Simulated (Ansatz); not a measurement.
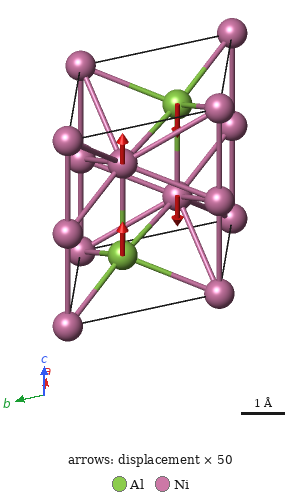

This is a relaxation of solid AlNi2 (set up in P-3m1). The starting structure is drawn; red arrows show the displacements (the part carried along by the change of the cell is left out), 50 times their true length.

A ball-and-stick model of the cell of the calculation, seen from a free direction.

All numbers below come from DFT LDA, scalar-relativistic, plane waves, PAW (Ansatz). Set-up: plane-wave cutoff 420 eV; k-point mesh 12 × 12 × 8; occupations gaussian; smearing width 0.1 eV; no spin polarisation; cell and atoms relaxed; force threshold 0.005 eV/Å; at most 80 steps.

### What did the optimiser do to the structure, and how much energy did it gain?

After 4 accepted moves (5 points after the start) the energy has fallen by 7.3 meV per atom. Largest force component: 0.11 eV/Å at the start, 0.00049 eV/Å at the end. The pressure goes from −6.15 to −0.02 GPa. The SCF was repeated once at an unchanged geometry on a basis and grid sized afresh for the cell, which shifted the energy by 0.2 meV per atom at most. The largest moves relative to the cell, 0.018 Å, are those of Al atoms. Largest moves by element: Al 0.018 Å, Ni 0.016 Å. The drawn cell changes as follows: a = b 3.974 → 3.932 Å (−1.1 %), c 4.904 → 4.854 Å (−1.0 %); the volume changes by −3.1 %. Among the contacts that change: Ni–Ni 2.766 → 2.728 Å, Al–Ni 2.375 → 2.341 Å, Al–Ni 2.429 → 2.402 Å, Ni–Ni 2.452 → 2.427 Å. The space group stays P-3m1 (No. 164).

Limits of the set-up: an element that often carries a moment was run without spin polarisation.
